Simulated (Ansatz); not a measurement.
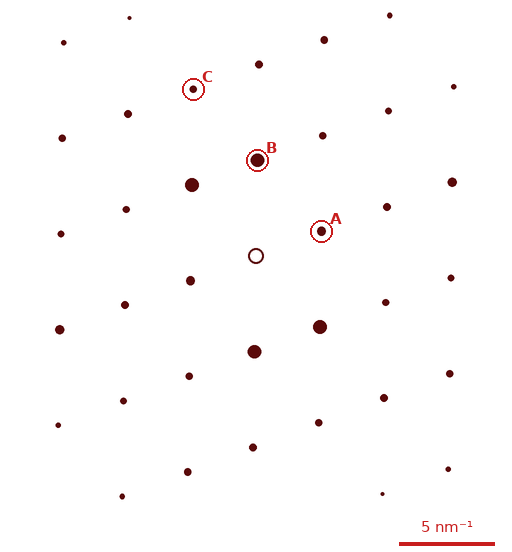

The pattern is a kinematic simulation for 300 kV electrons (no multiple scattering; isotropic B = 1 Å²). The zone axis points towards the electron source and the pattern is seen from the source side.

The sample is Be, space group P6_222 (No. 180), a = 5.423 Å, c = 2.186 Å (hexagonal axes). Structure: the geometry relaxed with DFT PBE, scalar-relativistic, plane waves, PAW (Ansatz 0.2.0); the starting structure was generated, so it need not be a known form of this composition.

Spot A is indexed -1 2 0 and spot B -1 1 1.

**Index the other marked spot.**

C = −A + 2B = -1 0 2 (d = 1.064 Å).

**Give [uvw].**

The cross product of A and B is parallel to [211]; every spot obeys hu + kv + lw = 0.

**What are the spacings of A and B and the angle between them?**

d(A) = 2.711 Å, d(B) = 1.982 Å, and the angle is 68.6°.
